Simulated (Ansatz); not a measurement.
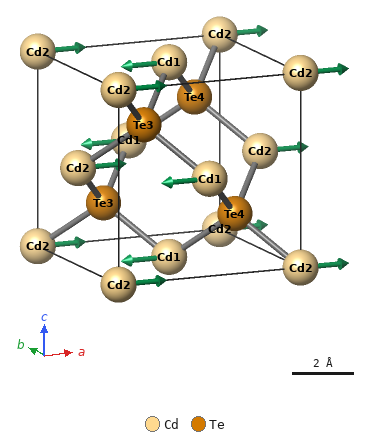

One vibrational mode of a crystal of CdTe at the zone centre of a doubled cell. Displacements are drawn as green arrows; their common scale and sign are arbitrary. A ball-and-stick model of the conventional cell (2 times the calculation's cell), seen slightly off an axis. Lengths and directions refer to the drawn axes.

Level of theory: DFT r2SCAN, scalar-relativistic, plane waves, PAW (Ansatz 0.2.0).

Input file:
```yaml
crystal:
  lattice:
    - [0.0, -3.2778966132, -3.2778966132]
    - [0.0, 3.2778966132, -3.2778966132]
    - [6.5557932264, 0.0, 0.0]
  atoms:
    - { symbol: Cd, position: [0.5, 0.5, 0.5] }
    - { symbol: Cd, position: [0.0, 0.0, 0.0] }
    - { symbol: Te, position: [0.0, 0.5, 0.25] }
    - { symbol: Te, position: [0.5, 0.0, 0.75] }
basis:
  ecutwfc: 500
kpoints:
  mp_grid: { grid: [6, 6, 4] }
hamiltonian:
  xc: r2scan
scf:
  occupations: { method: gaussian, width: 0.05 }
output:
  eigenvalues: true
phonons:
  method: fd
  supercell: [1, 1, 1]
  amplitude: 0.02
  eigenvectors: true
  dielectric: false
```

Launched with:
```bash
ansatz run input.yaml --threads 2 --pin off --max-ram 5120MiB --backend cpu --events-out ev --progress --plain --runs-dir out
```

Frequencies are those without the non-analytic (LO–TO) term.

What mode is this, and where does it lie in the spectrum?

This is a non-degenerate mode at 127 cm⁻¹, level 2 of 5, counted from below (the three translations aside). The Te atoms stay at rest; all motion is along a; atoms of one kind move against one another, with no net shift of their sublattice. It changes sign from one half of the doubled cell to the other: it belongs to the zone boundary, q = (0, 1/2, 1/2) in the reciprocal vectors of the undoubled cell.
